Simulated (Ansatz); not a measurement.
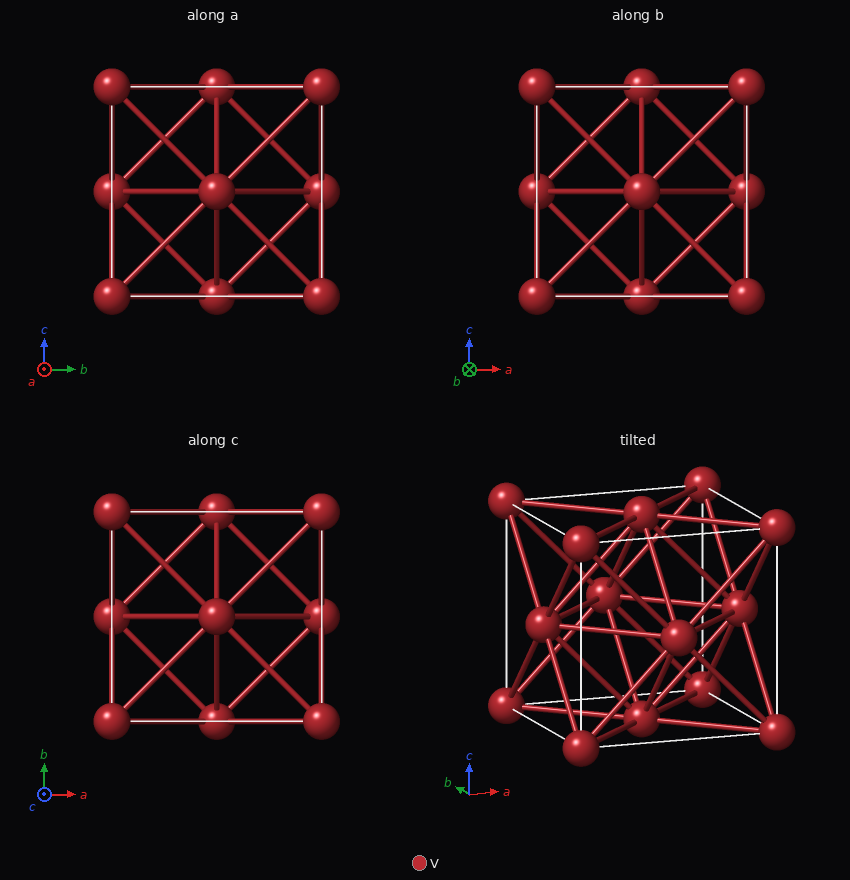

An orthographic ball-and-stick view of the structure, along the a axis, along the b axis, along the c axis and slightly off an axis. Lines trace the edges of the conventional unit cell.

Lattice parameters: a = 3.899 Å, b = 3.899 Å, c = 3.899 Å, α = 90.00°, β = 90.00°, γ = 90.00°. Put a along x and b in the xy plane.

> Turn the picture into a POSCAR file.

```
V
1.0
     3.899    0.000    0.000
     0.000    3.899    0.000
     0.000    0.000    3.899
V
4
Direct
  0.0000 0.0000 0.0000
  0.0000 0.5000 0.5000
  0.5000 0.0000 0.5000
  0.5000 0.5000 0.0000
```

The model was built from a structure type filled with this element by a generator (whether the element takes this form wasn't checked). Earlier steps of the study may have refined or changed the cell and positions. An electronic-structure calculation with Ansatz was run on it.

At this level of theory the cell isn't at rest (stretched, at -12 GPa), so its distances can differ from those at equilibrium, the more so the softer the solid.
